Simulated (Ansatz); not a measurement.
# Run report: Si128C127, single-point calculation (part 3 of 3)

Si128C127 (defect cell, 255 atoms in the cell); DFT, HSE06, PAW, plane waves (Ansatz 0.2.0); cutoff 420 eV, 1×1×1 k-mesh, Fermi–Dirac smearing of 0.01 eV. 

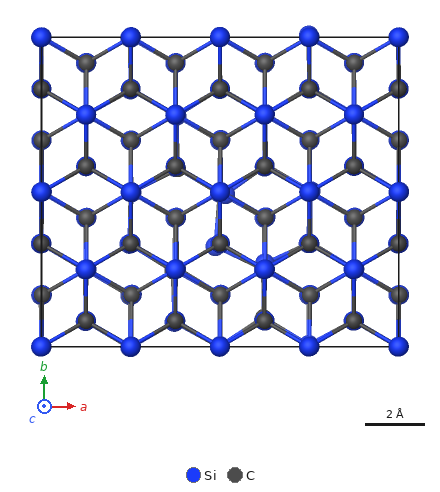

**Figure 1.** The structure as given in the input (ball-and-stick view of the cell of the calculation, along the c axis).

Output, continued:
```
  atom 185  C      0.00626802    -0.00618759     0.00117806
  atom 186  C      0.00384732     0.00011349     0.00277712
  atom 187  C     -0.00832717    -0.00436927     0.00070081
  atom 188  C      0.00335781     0.00098722     0.00139237
  atom 189  C     -0.00703934     0.00718012     0.00155226
  atom 190  C      0.00013249     0.00208929     0.00273928
  atom 191  C      0.00394563    -0.00150555     0.00257706
  atom 192  C      0.00336496     0.00153631     0.00601202
  atom 193  C      0.00829596     0.00115168     0.00377302
  atom 194  C      0.00414179    -0.00007688     0.00582354
  atom 195  C      0.01673704     0.00956018     0.00251202
  atom 196  C      0.00856164     0.00453687     0.01893027
  atom 197  C      0.00036156    -0.00021869     0.00292961
  atom 198  C      0.00627821    -0.00135206     0.00524552
  atom 199  C      0.00398855    -0.00008961     0.00406145
  atom 200  C      0.00328042     0.00055997     0.00627311
  atom 201  C     -0.00270586     0.00209301    -0.00032654
  atom 202  C     -0.00971362     0.00057716     0.01028460
  atom 203  C     -0.00195980    -0.00353535    -0.00006238
  atom 204  C     -0.00268600    -0.00872061     0.01069446
  atom 205  C      0.00115192    -0.00262117     0.00582940
  atom 206  C      0.00188080    -0.00120909     0.00541719
  atom 207  C      0.00767290     0.00180055     0.00399604
  atom 208  C      0.00290693     0.00199939     0.00554565
  atom 209  C      0.00466394     0.00007119     0.00799074
  atom 210  C     -0.00171127    -0.00070703     0.00007566
  atom 211  C     -0.00677798    -0.00356611     0.01616000
  atom 212  C      0.00358120     0.00230814    -0.00978250
  atom 213  C      0.00060857     0.00520233     0.00755987
  atom 214  C     -0.00054991    -0.00110967    -0.00023312
  atom 215  C      0.00140361     0.00309461     0.00513146
  atom 216  C      0.00086886     0.00254196     0.00692041
  atom 217  C     -0.00026246    -0.00038133     0.00476081
  atom 218  C      0.00668673     0.00240248     0.00709355
  atom 219  C     -0.00023129    -0.00022644     0.00554176
  atom 220  C      0.00460178     0.00295490     0.00589131
  atom 221  C     -0.00178763     0.00488908     0.00613599
  atom 222  C     -0.00065294     0.00255738     0.00626607
  atom 223  C      0.00602800    -0.00101030     0.00509849
  atom 224  C      0.00100424     0.00213696     0.00786316
  atom 225  C     -0.00786216    -0.00115513     0.00704898
  atom 226  C      0.00191960     0.00178270     0.00575047
  atom 227  C     -0.00381838    -0.01523981     0.01230677
  atom 228  C      0.00385102     0.00143678     0.00654154
  atom 229  C     -0.00503745     0.00518054     0.00669811
  atom 230  C      0.00007980     0.00149999     0.00584872
  atom 231  C      0.00432494    -0.01403392     0.00671921
  atom 232  C      0.00100851     0.00088203     0.00584413
  atom 233  C     -0.01139301     0.00670090     0.00450928
  atom 234  C      0.00177415     0.00176003     0.00668054
  atom 235  C     -0.01203285     0.00073380     0.00688258
  atom 236  C      0.00224136     0.00203812     0.00605155
  atom 237  C     -0.03751909    -0.03329654    -0.01255989
  atom 238  C      0.00082258     0.00120830     0.00490289
  atom 239  C      0.00041761     0.00032546     0.00632803
  atom 240  C     -0.03987297    -0.02035889    -0.01009559
  atom 241  C      0.00010538     0.00121351     0.00524270
  atom 242  C     -0.01952792     0.00179544     0.00438892
  atom 243  C      0.00000158     0.00336662     0.00689416
  atom 244  C     -0.00515921    -0.00166932     0.00802573
  atom 245  C      0.00261373     0.00138164     0.00593396
  atom 246  C     -0.00627502    -0.00434262     0.01799171
  atom 247  C      0.00258295     0.00016302     0.00580837
  atom 248  C     -0.00783063    -0.00677539     0.01787940
  atom 249  C      0.00041252     0.00093507     0.00602103
  atom 250  C      0.00458545    -0.00898558     0.00303397
  atom 251  C      0.00018534     0.00143492     0.00574847
  atom 252  C     -0.01363949    -0.01025748     0.01196793
  atom 253  C      0.00330052     0.00105697     0.00370997
  atom 254  C     -0.01512829    -0.01096190     0.00131670
  atom 255  C      0.00173178     0.00070565     0.00238329
  max |Σ_I F_I| component: 2.30e-4 eV/Å
--- Band table (eV) ---
  k-point 0: bands = ["-7.9755", "-7.8084", "-7.5436", "-7.4809", "-7.3947", "-7.3664", "-7.2279", "-7.0515", "-6.9997", "-6.9682", ... 555 levels left out ..., "14.6496", "14.6936", "14.7242", "14.7515", "14.7633", "14.7680", "14.8046", "14.8153", "14.8384", "14.8469", "14.8572", "14.8928", "14.9042", "14.9255", "14.9332", "14.9814", "14.9970", "15.0071", "15.0319", "15.0527", "15.0706", "15.0866", "15.0965", "15.1181", "15.1371", "15.1616", "15.1715", "15.2417", "15.3256",
      "15.3330", "15.3515", "15.3729", "15.4299", "15.4431", "15.5091", "15.5355", "15.5471", "15.5810", "15.5916", "15.6115", "15.6402", "15.7036", "15.7287", "15.7471", "15.7550", "15.7819", "15.8095", "15.8362", "15.8472", "15.8567", "15.8877", "15.9112", "15.9472", "15.9627", "15.9673", "15.9978", "16.0206", "16.0295", "16.0502", "16.0602", "16.0674", "16.0804", "16.0893", "16.1048", "16.1171", "16.1383", "16.1483", "16.1672", "16.1955",
      "16.2031", "16.2281", "16.2341", "16.2438", "16.2704", "16.3007", "16.3055", "16.3307", "16.3553", "16.3782", "16.3863", "16.4042", "16.4084", "16.4335", "16.4440", "16.5023", "16.5067", "16.5211", "16.5405", "16.5695", "16.5953", "16.6043", "16.6254", "16.6327", "16.6512", "16.6534", "16.6737", "16.7128", "16.7328", "16.7420", "16.7775", "16.7950", "16.8254", "16.8564", "16.8609", "16.8887", "16.9042", "16.9195", "16.9335", "16.9471",
      "16.9710", "16.9884", "17.0223", "17.0550", "17.0738", "17.1149", "17.1301", "17.1573", "17.1649", "17.1690", "17.1860", "17.2044", "17.2201", "17.2342", "17.2499", "17.2736", "17.2903", "17.3074", "17.3087", "17.3239", "17.3365", "17.3516", "17.3599", "17.3731", "17.4043", "17.4174", "17.4276", "17.4412", "17.4508", "17.4696", "17.4831", "17.5079", "17.5205", "17.5346", "17.5516", "17.5725", "17.5824", "17.5922", "17.6140", "17.6274",
      "17.6786", "17.6939", "17.7037", "17.7188", "17.7364", "17.7461", "17.7631", "17.8087", "17.8300", "17.8480", "17.8614", "17.8822", "17.9062", "17.9301", "17.9533", "17.9661", "17.9822", "18.0112", "18.0362", "18.0414", "18.0531", "18.0568", "18.0659", "18.0791", "18.0849", "18.0976", "18.1051", "18.1206", "18.1277", "18.1364", "18.1412", "18.1495", "18.1570", "18.1617", "18.1706", "18.1924", "18.1984", "18.2064", "18.2217", "18.2272",
      "18.2337", "18.2394", "18.2465", "18.2598", "18.2759", "18.2824", "18.2988", "18.3104", "18.3319", "18.3389", "18.3522"]
--- Löwdin populations: 255 sites ---
  site symbol       q [e]
     0     Si      2.8971
     1     Si      2.8979
     2     Si      2.8951
     3     Si      2.9013
     4     Si      2.8948
     5     Si      2.9012
     6     Si      2.8979
     7     Si      2.8975
     8     Si      2.8977
     9     Si      2.8987
    10     Si      2.8886
    11     Si      2.9009
    12     Si      2.8972
    13     Si      2.8989
    14     Si      2.8970
    15     Si      2.8983
    16     Si      2.8999
    17     Si      2.8967
    18     Si      2.9039
    19     Si      2.8958
    20     Si      2.9047
    21     Si      2.8958
    22     Si      2.9005
    23     Si      2.8966
    24     Si      2.8984
    25     Si      2.8966
    26     Si      2.8970
    27     Si      2.8945
    28     Si      2.8992
    29     Si      2.8965
    30     Si      2.8980
    31     Si      2.8977
    32     Si      2.9108
    33     Si      2.9111
    34     Si      2.9093
    35     Si      2.9260
    36     Si      2.9113
    37     Si      2.9111
    38     Si      2.9114
    39     Si      2.9116
    40     Si      2.9113
    41     Si      2.9133
    42     Si      2.9113
    43     Si      2.9134
    44     Si      2.9115
    45     Si      2.9110
    46     Si      2.9107
    47     Si      2.9118
    48     Si      2.9132
    49     Si      2.9046
    50     Si      2.9110
    51     Si      2.9028
    52     Si      2.9136
    53     Si      2.9040
    54     Si      2.9120
    55     Si      2.9108
    56     Si      2.9115
    57     Si      2.9112
    58     Si      2.9115
    59     Si      2.9110
    60     Si      2.9116
    61     Si      2.9101
    62     Si      2.9117
    63     Si      2.9109
    64     Si      2.9085
    65     Si      2.9126
    66     Si      2.9104
    67     Si      2.9120
    68     Si      2.9048
    69     Si      2.9122
    70     Si      2.9051
    71     Si      2.9122
    72     Si      2.9112
    73     Si      2.9117
    74     Si      2.9108
    75     Si      2.9114
    76     Si      2.9207
    77     Si      2.9113
    78     Si      3.2532
    79     Si      2.9114
    80     Si      2.9204
    81     Si      2.9112
    82     Si      2.9113
    83     Si      2.9121
    84     Si      2.9115
    85     Si      2.9110
    86     Si      2.9076
    87     Si      2.9107
    88     Si      2.9087
    89     Si      2.9107
    90     Si      2.9128
    91     Si      2.9113
    92     Si      2.9108
    93     Si      2.9107
    94     Si      2.9148
    95     Si      2.9110
    96     Si      2.8969
    97     Si      2.8977
    98     Si      2.9002
    99     Si      2.8976
   100     Si      2.8980
   101     Si      2.8976
   102     Si      2.8971
   103     Si      2.8977
   104     Si      2.9024
   105     Si      2.8978
   106     Si      3.1902
   107     Si      2.8983
   108     Si      2.9013
   109     Si      2.8977
   110     Si      2.8997
   111     Si      2.8977
   112     Si      2.9090
   113     Si      2.8978
   114     Si      3.2187
   115     Si      2.8973
   116     Si      3.2238
   117     Si      2.8973
   118     Si      2.9098
   119     Si      2.8981
   120     Si      2.8939
   121     Si      2.8980
   122     Si      2.8933
   123     Si      2.8977
   124     Si      2.8959
   125     Si      2.8980
   126     Si      2.8988
   127     Si      2.8976
   128      C      5.0087
   129      C      5.0087
   130      C      5.0098
   131      C      5.0061
   132      C      5.0099
   133      C      5.0067
   134      C      5.0085
   135      C      5.0081
   136      C      5.0085
   137      C      5.0089
   138      C      5.0088
   139      C      4.9629
   140      C      5.0087
   141      C      5.0089
   142      C      5.0087
   143      C      5.0080
   144      C      5.0078
   145      C      5.0089
   146      C      5.0085
   147      C      5.0057
   148      C      5.0084
   149      C      5.0063
   150      C      5.0073
   151      C      5.0081
   152      C      5.0076
   153      C      5.0102
   154      C      5.0079
   155      C      5.0094
   156      C      5.0075
   157      C      5.0111
   158      C      5.0085
   159      C      5.0085
   160      C      5.0086
   161      C      5.0084
   162      C      5.0115
   163      C      5.0064
   164      C      5.0109
   165      C      5.0065
   166      C      5.0084
   167      C      5.0086
   168      C      5.0098
   169      C      5.0079
   170      C      5.0103
   171      C      5.0091
   172      C      5.0100
   173      C      5.0080
   174      C      5.0098
   175      C      5.0082
   176      C      5.0058
   177      C      5.0092
   178      C      4.9744
   179      C      5.0084
   180      C      4.9730
   181      C      5.0084
   182      C      5.0068
   183      C      5.0092
   184      C      5.0069
   185      C      5.0092
   186      C      5.0092
   187      C      5.0101
   188      C      5.0056
   189      C      5.0092
   190      C      5.0076
   191      C      5.0087
   192      C      5.0202
   193      C      5.0189
   194      C      5.0263
   195      C      5.0078
   196      C      5.0189
   197      C      5.0193
   198      C      5.0191
   199      C      5.0189
   200      C      5.0201
   201      C      5.0167
   202      C      5.0200
   203      C      5.0165
   204      C      5.0194
   205      C      5.0185
   206      C      5.0203
   207      C      5.0181
   208      C      5.0134
   209      C      5.0221
   210      C      5.0179
   211      C      5.0246
   212      C      5.0126
   213      C      5.0223
   214      C      5.0176
   215      C      5.0192
   216      C      5.0195
   217      C      5.0199
   218      C      5.0195
   219      C      5.0199
   220      C      5.0194
   221      C      5.0193
   222      C      5.0181
   223      C      5.0192
   224      C      5.0187
   225      C      5.0190
   226      C      5.0189
   227      C      5.0189
   228      C      5.0078
   229      C      5.0191
   230      C      5.0072
   231      C      5.0191
   232      C      5.0181
   233      C      5.0192
   234      C      5.0196
   235      C      5.0193
   236      C      4.9721
   237      C      5.0192
   238      C      5.0192
   239      C      4.9722
   240      C      5.0193
   241      C      5.0105
   242      C      5.0190
   243      C      5.0189
   244      C      5.0192
   245      C      5.0106
   246      C      5.0191
   247      C      5.0109
   248      C      5.0191
   249      C      5.0163
   250      C      5.0189
   251      C      5.0190
   252      C      5.0194
   253      C      5.0114
   254      C      5.0189
  spilling = 0.010240 (of n_electrons = 1020.000000)
```

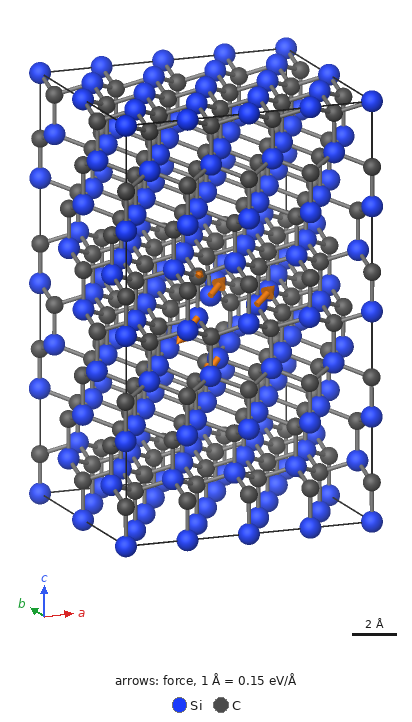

**Figure 2.** Forces on the atoms as orange arrows (ball-and-stick view of the cell of the calculation, seen slightly off an axis); the smallest are left out. The largest act on Si107 (0.27 eV/Å); Si115 (0.22 eV/Å); Si117 (0.21 eV/Å); Si79 (0.19 eV/Å). Atoms are counted from 1 in the order of the input and aren't labelled in the picture. 

Results in brief:

- outcome: converged
- electrons treated: 1020
- free energy: −113381.7444 eV
- Fermi energy: 11.059 eV
- largest force (length of the vector): 0.272 eV/Å
- hardware: 1 × NVIDIA GB300 Max-Q, 32 threads of Arm Neoverse-V2, 180 GiB of memory available, shared host
- wall time: 2.6 min (CPU time 20 min)
- peak memory: 13 GiB

Notes:

The k-point mesh is coarse for a cell of this size, so the results may not be converged.
